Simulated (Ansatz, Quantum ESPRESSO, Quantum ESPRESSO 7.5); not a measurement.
**Band offsets of the CdS/CuI(110) superlattice, 5 + 5 layers, a = 5.89 Å**

How do the band edges meet in the CdS/CuI(110) superlattice, 5 + 5 layers, a = 5.89 Å?

Calculated with Quantum ESPRESSO 7.5; plane-wave DFT, LDA, GBRV ultrasoft pseudopotentials (cross-check by Ansatz 0.2.0 with PAW datasets).

## 1. Starting point

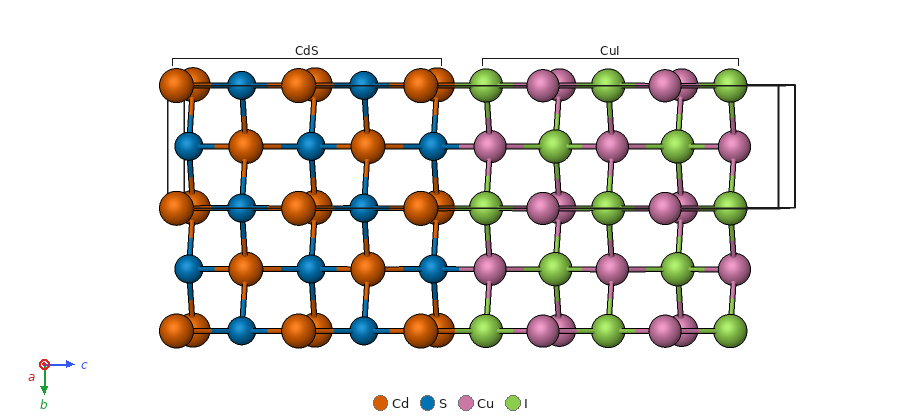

The starting structure, seen from the side, with the c axis across the page (cadmium orange, sulfur blue, copper pink, iodine green). 1×2×1 cells are drawn. Some periodic images of atoms are drawn too.

The cell holds 20 atoms: 5 Cd, 5 S, 5 Cu and 5 I. Cell: a = 5.890 Å, b = 4.165 Å, c = 20.824 Å, α = 90.0°, β = 90.0°, γ = 90.0°. Regions: CdS, 10 atoms (5 Cd and 5 S); CuI, 10 atoms (5 Cu and 5 I). The structure's axis is c.

## 2. The superlattice in Ansatz, atoms held

The atoms stay on the ideal cubic sites, so that each half of the superlattice is the very crystal whose bulk edges are computed below.

input.yaml

```yaml
crystal:
  lattice:
    - [5.89, 0.0, 0.0]
    - [0.0, 4.1648589412, 0.0]
    - [0.0, 0.0, 20.8242947059]
  atoms:
    - { symbol: Cd, position: [0.0, 0.0, 0.0] }
    - { symbol: S, position: [0.25, 0.5, 0.0] }
    - { symbol: Cd, position: [0.5, 0.5, 0.1] }
    - { symbol: S, position: [0.75, 0.0, 0.1] }
    - { symbol: Cd, position: [0.0, 0.0, 0.2] }
    - { symbol: S, position: [0.25, 0.5, 0.2] }
    - { symbol: Cd, position: [0.5, 0.5, 0.3] }
    - { symbol: S, position: [0.75, 0.0, 0.3] }
    - { symbol: Cd, position: [0.0, 0.0, 0.4] }
    - { symbol: S, position: [0.25, 0.5, 0.4] }
    - { symbol: Cu, position: [0.5, 0.5, 0.5] }
    - { symbol: I, position: [0.75, 0.0, 0.5] }
    - { symbol: Cu, position: [0.0, 0.0, 0.6] }
    - { symbol: I, position: [0.25, 0.5, 0.6] }
    - { symbol: Cu, position: [0.5, 0.5, 0.7] }
    - { symbol: I, position: [0.75, 0.0, 0.7] }
    - { symbol: Cu, position: [0.0, 0.0, 0.8] }
    - { symbol: I, position: [0.25, 0.5, 0.8] }
    - { symbol: Cu, position: [0.5, 0.5, 0.9] }
    - { symbol: I, position: [0.75, 0.0, 0.9] }
kpoints:
  mp_grid: { grid: [6, 8, 1] }
hamiltonian:
  xc: lda
scf:
  occupations: { method: fermi_dirac, width: 0.02 }
  convergence: { dr2_threshold: 1.0e-08 }
output:
  eigenvalues: true
  write_potential: true
  write_density: true
  volumetric_format: npy
checkpoint:
  write: relax.run
  compress: false
  write_wavefunctions: false
```

Command:

```
$ ansatz run input.yaml --threads 4 --pin off --max-ram 16384MiB --backend cpu --events-out ev --progress --plain --runs-dir out
```

Numbers of over 12 decimals in the logs are rounded to 6 here.

The program printed:

```text
Engine: ansatz 0.2.0, aarch64-unknown-linux-gnu
Pseudopotentials: kind: paw
Pseudopotential: Cd, paw, valence charge 20, recommended cutoff 420 eV (normal), Cd.paw.azcp
Pseudopotential: S, paw, valence charge 6, recommended cutoff 420 eV (normal), S.paw.azcp
Pseudopotential: Cu, paw, valence charge 19, recommended cutoff 420 eV (normal), Cu.paw.azcp
Pseudopotential: I, paw, valence charge 17, recommended cutoff 420 eV (normal), I.paw.azcp
Functional definition: SPW92
  exchange = slater_x
  correlation = pw_c
Crystal: 20 atoms, lattice volume = 510.841 Å³
Basis set: ecut = 420 eV, 9911 PW (Γ)
Bands: 186, of which v1, the nominal top of the filled ones, is band 155 counted from 1 (154 counted from 0)
Symmetry: 4 space group operations
Space group: Pmm2 (ITA 25), of the structure as read, at distance tolerance 8.0e-5 Å
k-points: 20 of 48 (time reversal used)
Non-local potential: Cd, projectors of the file, l = 0: 3, l = 1: 2, l = 2: 2, l = 3: 1
Non-local potential: S, projectors of the file, l = 0: 2, l = 1: 2, l = 2: 2
Non-local potential: Cu, projectors of the file, l = 0: 3, l = 1: 2, l = 2: 3, l = 3: 1
Non-local potential: I, projectors of the file, l = 0: 2, l = 1: 2, l = 2: 2, l = 3: 2
PAW form: soft (Blöchl's): semilocal exchange-correlation on the pseudo side does not see the compensation charge
PAW frozen core: Cd, regenerated for the run's functional, and the local potential with it (the file was generated under x = pbe(κ = 0.804, μ = 0.219515), c = pbe(β = 0.066725))
PAW frozen core: S, regenerated for the run's functional, and the local potential with it (the file was generated under x = pbe(κ = 0.804, μ = 0.219515), c = pbe(β = 0.066725))
PAW frozen core: Cu, regenerated for the run's functional, and the local potential with it (the file was generated under x = pbe(κ = 0.804, μ = 0.219515), c = pbe(β = 0.066725))
PAW frozen core: I, regenerated for the run's functional, and the local potential with it (the file was generated under x = pbe(κ = 0.804, μ = 0.219515), c = pbe(β = 0.066725))
PAW one-centre angular grid: Cd, 590 points (default); XC on 64 Gauss nodes
PAW one-centre angular grid: S, 110 points (default); XC on 64 Gauss nodes
PAW one-centre angular grid: Cu, 590 points (default); XC on 64 Gauss nodes
PAW one-centre angular grid: I, 590 points (default); XC on 64 Gauss nodes
Initial density: superposition of atomic densities (neutral atoms: chi_scale 0, normalization atom), corrected by the library's trained network
Initial wavefunctions: pseudopotential atomic-orbital guess
Functional: x = slater, c = lda
SCF iter   1: F=—  HF=-114501.103725 eV  |F-HF|=—  |Δ(HF+E_count)|=         —  Δρ=1.02e-2  dr2=4.50e-1  ethr=1.77e-3  ⟨swp⟩=6.8  Hψ=15188  notcnv=0  defer=196
preconditioner: auto → Resta (q_TF=auto, 2.510 Å⁻¹)  ε∞=5.9  [insulator: Δε(μ)=0.745 eV  Ē_g=10.007 eV  σ=0.020 eV  W_gap=1.00  n_scr=134 (ndim 8)  ℏωp=22.0 eV  f_vac=0.149  D(μ)=0.00/eV (n_scr^D=0)  ε∞_Penn≈5.9]
SCF iter   2: F=—  HF=-114501.031382 eV  |F-HF|=—  |Δ(HF+E_count)|=   7.23e-2  Δρ=5.82e-3  dr2=1.54e-1  ethr=1.45e-4  ⟨swp⟩=2.2  Hψ=7333  notcnv=0  defer=479
SCF iter   3: F=—  HF=-114500.998945 eV  |F-HF|=—  |Δ(HF+E_count)|=   3.24e-2  Δρ=3.81e-3  dr2=4.92e-2  ethr=4.97e-5  ⟨swp⟩=3.1  Hψ=6569  notcnv=0  defer=479
SCF iter   4: F=—  HF=-114500.989439 eV  |F-HF|=—  |Δ(HF+E_count)|=   9.51e-3  Δρ=1.74e-3  dr2=1.20e-2  ethr=1.59e-5  ⟨swp⟩=2.0  Hψ=4945  notcnv=0  defer=482
SCF iter   5: F=—  HF=-114500.986911 eV  |F-HF|=—  |Δ(HF+E_count)|=   2.53e-3  Δρ=5.75e-4  dr2=1.50e-3  ethr=3.86e-6  ⟨swp⟩=2.0  Hψ=4187  notcnv=0  defer=482
SCF iter   6: F=—  HF=-114500.986713 eV  |F-HF|=—  |Δ(HF+E_count)|=   1.98e-4  Δρ=2.87e-4  dr2=3.32e-4  ethr=4.83e-7  ⟨swp⟩=2.0  Hψ=6277  notcnv=0  defer=482
SCF iter   7: F=—  HF=-114500.986678 eV  |F-HF|=—  |Δ(HF+E_count)|=   3.50e-5  Δρ=8.41e-5  dr2=3.85e-5  ethr=1.07e-7  ⟨swp⟩=2.0  Hψ=4116  notcnv=0  defer=482
SCF iter   8: F=—  HF=-114500.986675 eV  |F-HF|=—  |Δ(HF+E_count)|=   3.18e-6  Δρ=2.20e-5  dr2=3.07e-6  ethr=1.24e-8  ⟨swp⟩=2.0  Hψ=4253  notcnv=0  defer=482
SCF iter   9: F=—  HF=-114500.986886 eV  |F-HF|=—  |Δ(HF+E_count)|=   2.11e-4  Δρ=4.28e-5  dr2=5.84e-6  ethr=9.90e-10  ⟨swp⟩=2.0  Hψ=6626  notcnv=0  defer=483
SCF iter  10: F=—  HF=-114500.986884 eV  |F-HF|=—  |Δ(HF+E_count)|=   1.28e-6  Δρ=1.15e-5  dr2=4.63e-7  ethr=9.90e-10  ⟨swp⟩=2.0  Hψ=6337  notcnv=0  defer=483
SCF iter  11: F=—  HF=-114500.986884 eV  |F-HF|=—  |Δ(HF+E_count)|=   6.03e-8  Δρ=3.73e-6  dr2=4.75e-8  ethr=1.49e-10  ⟨swp⟩=2.0  Hψ=6337  notcnv=0  defer=483
SCF iter  12: F=-114500.986884 eV  HF=-114500.986884 eV  |F-HF|=6.40e-10  |Δ(HF+E_count)|=   2.76e-9  Δρ=8.58e-7  dr2=4.17e-9  ethr=3.23e-12  ⟨swp⟩=11.4  Hψ=15597  notcnv=0
SCF 1 converged in 12 iterations: F = -114500.986884 eV  dr2 = 4.17e-9
  greatest PAW one-centre occupation: 1.000 electrons in one spin orbital (limit 2), on the Cd atom at site 8 (counted from 0), in its partial waves of l = 0
SCF converged after 12 iterations
Free energy (F): -114500.986884 eV
Harris-Foulkes:  -114500.986884 eV  (|F-HF|=6.40e-10)
Internal energy: -114500.986884 eV  (E = F + TS)
E sigma→0 (E₀):  -114500.986884 eV
Fermi energy:    8.228415 eV
--- Per-component energies (eV) ---
  E_band       = -6876.181570
  E_kinetic    = 5517.616591
  E_local      = -65829.287125  (includes V_loc(G=0)·N_el)
  E_nonlocal   = 1958.113369
  E_hartree    = 30714.687853
  E_xc         = -2431.102750
  E_vxc        = -2754.311362  (∫ρ·V_xc dr)
  E_paw        = -53904.506309  (= ΣΔE_a)
  E_vpaw       = -7197.681568  (= ΣTr[D̂ρ^β])
  E_aug_tail   = 0.001523  (compensation charges beyond the density's cutoff)
  E_ewald      = -30537.263244
  E_core_change = 10.753207  (= ΣΔE_core)
  E_smearing   = -0.000000  (= −TS)
  E_closure    = 0.000000  (closes the sum)
  Σ components = -114500.986884   (vs F -114500.986884, Δ=0.00e0)
--- Band table (eV; the first three rows and the last of 20) ---
  k-point 0: bands = [... 151 lower, 7.7170, 7.7959, 7.8134, 7.8966, 8.5598, 9.7891, 9.9470, 10.5119, ... 27 higher]
  k-point 1: bands = [... 151 lower, 7.3602, 7.4224, 7.6343, 7.7569, 9.1959, 10.1824, 10.3798, 10.7745, ... 27 higher]
  k-point 2: bands = [... 151 lower, 6.9758, 7.0043, 7.1717, 7.6197, 10.0472, 10.7578, 10.9854, 11.0659, ... 27 higher]
  k-point 19: bands = [... 151 lower, 6.9418, 6.9692, 7.1263, 7.1673, 10.0457, 10.0788, 11.0753, 11.1362, ... 27 higher]
```

The job ended after 94 s (4 threads of Arm Neoverse V1, shared host; peak memory 2.8 GiB; 6.2 min of CPU time).

This step gave:

* free energy: -114500.9869 eV
* Fermi energy: 8.228 eV
* gap by band count: 0.6632 eV
* symmetry operations: 4

## 3. SCF with pw.x of bulk CdS

Each bulk is run alone at the common lattice constant, to place its band edges against its own mean potential.

Level of this step: plane-wave DFT, LDA, GBRV ultrasoft pseudopotentials (Quantum ESPRESSO 7.5).

System of this step: CdS, zinc blende at a = 5.89 Å. Symmetry: F-43m, No. 216, cubic system. The conventional cell has a = 5.890 Å, b = 5.890 Å, c = 5.890 Å, α = 90.00°, β = 90.00°, γ = 90.00°. Nearest to Cd lie 4 S at 2.55 Å. Nearest to S lie 4 Cd at 2.55 Å. Farther neighbours and most contacts between anions are not listed.

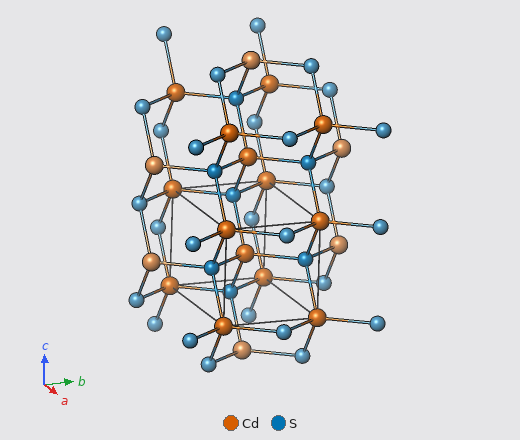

The cell of this step (cadmium orange, sulfur blue). 1×1×2 cells are drawn. Some periodic images of atoms are drawn too.

a.in

```
&control
  prefix = 'a'
  outdir = './out'
  pseudo_dir = './pseudo'
  calculation = 'scf'
  tprnfor = .true.
/
&system
  ibrav = 0
  nat = 4
  ntyp = 2
  ecutwfc = 40
  ecutrho = 200
  occupations = 'smearing'
  smearing = 'fd'
  degauss = 0.002
/
&electrons
  conv_thr = 1e-07
  mixing_beta = 0.5
  electron_maxstep = 120
/
ATOMIC_SPECIES
  Cd  112.4140  cd_lda_v1.uspp.F.UPF
  S   32.0600  s_lda_v1.4.uspp.F.UPF
CELL_PARAMETERS angstrom
  5.89000000000000 0.00000000000000 0.00000000000000
  0.00000000000000 4.16485894118876 0.00000000000000
  0.00000000000000 0.00000000000000 4.16485894118876
ATOMIC_POSITIONS crystal
  Cd  0.000000000000 0.000000000000 0.000000000000
  S   0.250000000000 0.500000000000 0.000000000000
  Cd  0.500000000000 0.500000000000 0.500000000000
  S   0.750000000000 0.000000000000 0.500000000000
K_POINTS automatic
  6 8 8 0 0 0
```

Command:

```
$ OMP_NUM_THREADS=1 mpirun -n 4 pw.x -nk 4 -in a.in > a.out
```

The program printed:

```text
Program PWSCF v.7.5 starts
[citation notice left out]

     Parallel version (MPI & OpenMP), running on       4 processor cores
     Number of MPI processes:                 4
     Threads/MPI process:                     1

     MPI processes distributed on     1 nodes
[...]
Current dimensions of program PWSCF are:
     Max number of different atomic species (ntypx) = 10
     Max number of k-points (npk) =  40000
     Max angular momentum in pseudopotentials (lmaxx) =  4
     Found identity + ( -0.5000 -0.5000 -0.5000) symmetry
     This is a supercell, fractional translations are disabled
     Message from routine setup:
     using ibrav=0 with symmetry is DISCOURAGED, use correct ibrav instead

     K-points division:     npool     =       4
     Subspace diagonalization in iterative solution of the eigenvalue problem:
     a serial algorithm will be used

     G-vector sticks info
     --------------------
     sticks:   dense  smooth     PW     G-vecs:    dense   smooth      PW
     Sum        1401    1119    333                32903    23613    3881

     Using Slab Decomposition

     bravais-lattice index     =            0
     lattice parameter (alat)  =      11.1305  a.u.
     unit-cell volume          =     689.4654 (a.u.)^3
     number of atoms/cell      =            4
     number of atomic types    =            2
     number of electrons       =        36.00
     number of Kohn-Sham states=           22
     kinetic-energy cutoff     =      40.0000  Ry
     charge density cutoff     =     200.0000  Ry
     scf convergence threshold =      1.0E-07
     mixing beta               =       0.5000
     number of iterations used =            8  plain     mixing
     Exchange-correlation=  SLA  PZ   NOGX NOGC
                           (   1   1   0   0   0   0   0)

     celldm(1)=  11.130487  celldm(2)=   0.000000  celldm(3)=   0.000000
     celldm(4)=   0.000000  celldm(5)=   0.000000  celldm(6)=   0.000000

     crystal axes: (cart. coord. in units of alat)
               a(1) = (   1.000000   0.000000   0.000000 )
               a(2) = (   0.000000   0.707107   0.000000 )
               a(3) = (   0.000000   0.000000   0.707107 )

     reciprocal axes: (cart. coord. in units 2 pi/alat)
               b(1) = (  1.000000  0.000000  0.000000 )
               b(2) = (  0.000000  1.414214  0.000000 )
               b(3) = (  0.000000  0.000000  1.414214 )

     PseudoPot. # 1 for Cd read from file:
     ./pseudo/cd_lda_v1.uspp.F.UPF
     Pseudo is Ultrasoft + core correction, Zval = 12.0
     Generated by new atomic code, or converted to UPF format
     Using radial grid of  889 points,  6 beta functions with:
                l(1) =   0
                l(2) =   0
                l(3) =   1
                l(4) =   1
                l(5) =   2
                l(6) =   2
     Q(r) pseudized with  6 coefficients,  rinner =    1.000   1.000   1.000
                                                       1.000   1.000

     PseudoPot. # 2 for S  read from file:
     ./pseudo/s_lda_v1.4.uspp.F.UPF
     Pseudo is Ultrasoft + core correction, Zval =  6.0
     Generated by new atomic code, or converted to UPF format
     Using radial grid of  907 points,  6 beta functions with:
                l(1) =   0
                l(2) =   0
                l(3) =   1
                l(4) =   1
                l(5) =   2
                l(6) =   2
     Q(r) pseudized with  8 coefficients,  rinner =    1.300   1.300   1.300
                                                       1.300   1.300

     atomic species   valence    mass     pseudopotential
     Cd               12.00   112.41400     Cd( 1.00)
     S                 6.00    32.06000     S ( 1.00)

      8 Sym. Ops. (no inversion) found

   Cartesian axes

     site n.     atom                  positions (alat units)
         1        Cd     tau(   1) = (   0.0000000   0.0000000   0.0000000  )
         2        S      tau(   2) = (   0.2500000   0.3535534   0.0000000  )
         3        Cd     tau(   3) = (   0.5000000   0.3535534   0.3535534  )
         4        S      tau(   4) = (   0.7500000   0.0000000   0.3535534  )

     number of k points=    60  Fermi-Dirac smearing, width (Ry)=  0.0020
                       cart. coord. in units 2pi/alat
        k(    1) = (   0.0000000   0.0000000   0.0000000), wk =   0.0052083
        k(    2) = (   0.0000000   0.0000000   0.1767767), wk =   0.0208333
        k(    3) = (   0.0000000   0.0000000   0.3535534), wk =   0.0208333
        k(    4) = (   0.0000000   0.0000000   0.5303301), wk =   0.0208333
        k(    5) = (   0.0000000   0.0000000  -0.7071068), wk =   0.0104167
        k(    6) = (   0.0000000   0.1767767   0.1767767), wk =   0.0208333
        k(    7) = (   0.0000000   0.1767767   0.3535534), wk =   0.0416667
        k(    8) = (   0.0000000   0.1767767   0.5303301), wk =   0.0416667
        k(    9) = (   0.0000000   0.1767767  -0.7071068), wk =   0.0208333
        k(   10) = (   0.0000000   0.3535534   0.3535534), wk =   0.0208333
[...]
k(   60) = (  -0.5000000  -0.7071068  -0.7071068), wk =   0.0052083

     Dense  grid:    32903 G-vectors     FFT dimensions: (  54,  36,  36)

     Smooth grid:    23613 G-vectors     FFT dimensions: (  45,  32,  32)

     Estimated max dynamical RAM per process >      64.85 MB

     Estimated total dynamical RAM >     235.30 MB

     Check: negative core charge=   -0.000001

     Initial potential from superposition of free atoms

     starting charge      34.9999, renormalised to      36.0000

     negative rho (up, down):  3.855E-02 0.000E+00
     Starting wfcs are   26 randomized atomic wfcs

     total cpu time spent up to now is        1.0 secs

     per-process dynamical memory:    47.1 Mb

     Self-consistent Calculation

     iteration #  1     ecut=    40.00 Ry     beta= 0.50
     Davidson diagonalization with overlap
     ethr =  1.00E-02,  avg # of iterations =  2.5

     Threshold (ethr) on eigenvalues was too large:
     Diagonalizing with lowered threshold

     Davidson diagonalization with overlap
     ethr =  5.48E-04,  avg # of iterations =  2.0

     negative rho (up, down):  3.750E-02 0.000E+00

     total cpu time spent up to now is        3.3 secs

     total energy              =    -277.32896411 Ry
     estimated scf accuracy    <       0.20066316 Ry

     iteration #  2     ecut=    40.00 Ry     beta= 0.50
[...]
negative rho (up, down):  3.799E-02 0.000E+00

[...]
total energy              =    -277.38745997 Ry
     estimated scf accuracy    <       0.01987413 Ry

     iteration #  3     ecut=    40.00 Ry     beta= 0.50
[...]
negative rho (up, down):  3.833E-02 0.000E+00

[...]
total energy              =    -277.38945930 Ry
     estimated scf accuracy    <       0.00215045 Ry

     iteration #  4     ecut=    40.00 Ry     beta= 0.50
[...]
negative rho (up, down):  3.834E-02 0.000E+00

[...]
total energy              =    -277.38973961 Ry
     estimated scf accuracy    <       0.00019680 Ry

     iteration #  5     ecut=    40.00 Ry     beta= 0.50
[...]
negative rho (up, down):  3.841E-02 0.000E+00

[...]
total energy              =    -277.38985538 Ry
     estimated scf accuracy    <       0.00000980 Ry

     iteration #  6     ecut=    40.00 Ry     beta= 0.50
[...]
negative rho (up, down):  3.843E-02 0.000E+00

[...]
total energy              =    -277.38986549 Ry
     estimated scf accuracy    <       0.00001273 Ry

     iteration #  7     ecut=    40.00 Ry     beta= 0.50
[...]
negative rho (up, down):  3.844E-02 0.000E+00

[...]
total energy              =    -277.38986954 Ry
     estimated scf accuracy    <       0.00000057 Ry

     iteration #  8     ecut=    40.00 Ry     beta= 0.50
[...]
negative rho (up, down):  3.844E-02 0.000E+00

[...]
End of self-consistent calculation

          k = 0.0000 0.0000 0.0000 (  2935 PWs)   bands (ev):

    -7.2472  -6.6910  -2.6628  -2.6628  -2.6628  -2.4638  -2.3350  -2.3350
    -2.2131  -2.2131  -2.1309  -1.7976   1.0187   3.1290   3.1290   4.9762
     4.9763   4.9763   5.7468   8.3248   9.0781  11.2848

          k = 0.0000 0.0000 0.1768 (  2920 PWs)   bands (ev):

    -7.2054  -6.6921  -2.6508  -2.6429  -2.6328  -2.4613  -2.3488  -2.3361
    -2.2176  -2.2103  -2.1428  -1.7446   1.0305   2.8584   3.2203   4.1806
     4.8002   4.9341   6.4764   8.6131   9.3726  11.0339

          k = 0.0000 0.0000 0.3536 (  2944 PWs)   bands (ev):

    -7.0947  -6.7032  -2.6170  -2.5970  -2.5295  -2.4781  -2.3879  -2.2987
    -2.2274  -2.1987  -2.1713  -1.6705   1.0407   2.4767   3.1250   3.4731
     4.3050   4.7988   7.3974   8.9757  10.1521  10.7349

          k = 0.0000 0.0000 0.5303 (  2964 PWs)   bands (ev):

    -6.9534  -6.7425  -2.5670  -2.5508  -2.5012  -2.4443  -2.3482  -2.2471
    -2.2325  -2.2022  -2.1596  -1.7368   1.1071   2.1827   2.5136   3.6239
     3.8310   4.5566   8.2500   9.1826  10.5712  10.8076

          k = 0.0000 0.0000-0.7071 (  2956 PWs)   bands (ev):

    -6.8265  -6.8265  -2.5210  -2.5210  -2.5071  -2.5070  -2.2371  -2.2370
    -2.2245  -2.2244  -1.9757  -1.9757   1.4747   1.4747   2.9612   2.9612
     4.2175   4.2175   8.9317   8.9318  10.8933  10.8933

          k = 0.0000 0.1768 0.1768 (  2923 PWs)   bands (ev):

    -7.1652  -6.6917  -2.6225  -2.6212  -2.6211  -2.4529  -2.3870  -2.3072
    -2.2285  -2.2012  -2.1556  -1.7044   1.0439   2.9262   2.9703   3.8734
     4.6544   4.6545   6.9568   9.0309   9.5289  10.5946

[...]
the Fermi energy is     5.3803 ev

!    total energy              =    -277.38986991 Ry
     estimated scf accuracy    <       0.00000001 Ry
     smearing contrib. (-TS)   =      -0.00000000 Ry
     internal energy E=F+TS    =    -277.38986991 Ry

     The total energy is F=E-TS. E is the sum of the following terms:
     one-electron contribution =     -79.49011517 Ry
     hartree contribution      =      65.85877442 Ry
     xc contribution           =     -94.71759433 Ry
     ewald contribution        =    -169.04093483 Ry

     convergence has been achieved in   8 iterations

     negative rho (up, down):  3.844E-02 0.000E+00

     Forces acting on atoms (cartesian axes, Ry/au):

     atom    1 type  1   force =     0.00000000    0.00000000    0.00000000
     atom    2 type  2   force =    -0.00000010    0.00000000    0.00000000
     atom    3 type  1   force =     0.00000000    0.00000000    0.00000000
     atom    4 type  2   force =     0.00000010    0.00000000    0.00000000

     Total force =     0.000000     Total SCF correction =     0.000026
     SCF correction compared to forces is large: reduce conv_thr to get better values

[...]
=------------------------------------------------------------------------------=
   JOB DONE.
=------------------------------------------------------------------------------=
```

The job ended after 17 s (4 MPI ranks; peak memory 0.4 GiB).

Numbers from this step:

| Item | Value |
| --- | --- |
| free energy | -3774.0814 eV |
| Fermi energy | 5.380 eV |

The run needed 8 iterations to bring the estimated error under 1e-07 Ry.

(Part 1 of 7 ends here.)

[Logs are printed without paths, hosts, clocks, repeated set-up lines and the standing remarks that a program may print on its own settings, such as how far it seeks lower states.]

[Hosts, paths, dates, database ids (printed as entryN), source tags and the programs' standing remarks are cut or masked in the printed files.]

[Maps of the electrostatic potential energy from Ansatz leave out the sawtooth potential of an applied field or a dipole correction, so their vacuum need not be flat; planar profiles and work functions include it.]
